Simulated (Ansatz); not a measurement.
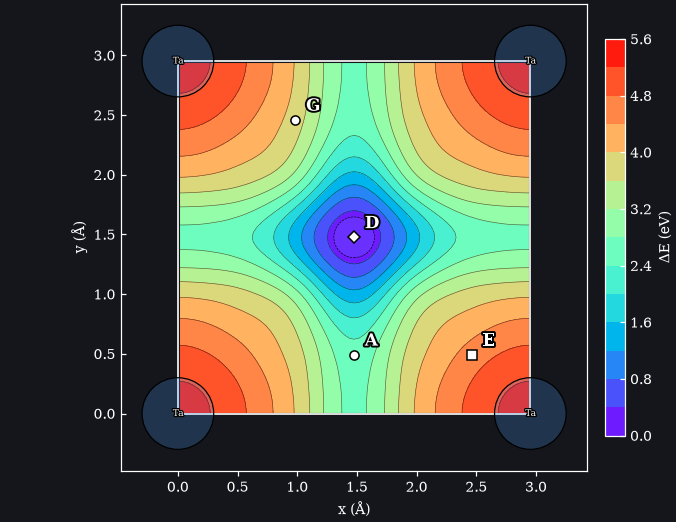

N on a Ta(100) slab cut from the Fm-3m phase, its upper half relaxed before the scan (3 atoms of substrate and one adsorbate in a 1 × 1 cell). N is moved over the surface cell; relaxed at each place: the height of the adsorbate's atoms; substrate rigid; the origin of the map has the adsorbate above Ta3. Places are given modulo a cell vector. The map is drawn in real space over the plane of the surface. The scan uses a 6 × 6 grid; 10 points were computed and 26 follow by symmetry. All energies are given in eV relative to the lowest grid point. With one adsorbate in each 1 × 1 cell, its nearest image is 3.0 Å away, so neighbouring adsorbates interact. All numbers below come from DFT PBEsol, scalar-relativistic, plane waves, PAW (Ansatz). Settings: cutoff 420 eV, k-mesh 9×9×1, gaussian smearing 0.1 eV, no spin polarisation.

In the figure: filled contours, labelled circles for the atoms of the top layer and small ones for the second layer, the outline of one cell of the plane, lettered points. Between grid points the surface is interpolated.

**Is D the lowest point of the computed grid?**

Yes. D, at a fourfold hollow over a second-layer Ta atom, (3/6, 3/6) of the cell vectors, has the lowest energy of the grid.

**What kind of point is each of D, E: minimum, saddle, maximum or slope?**

D: minimum; E: on a slope. (In these two coordinates alone; a stationary point may lie a little off the grid point.)

**Rank the lettered points by energy, lowest first.**

D (0.00 eV), A (2.56 eV), G (3.79 eV), E (4.57 eV).

PAW datasets: the set soft_1.
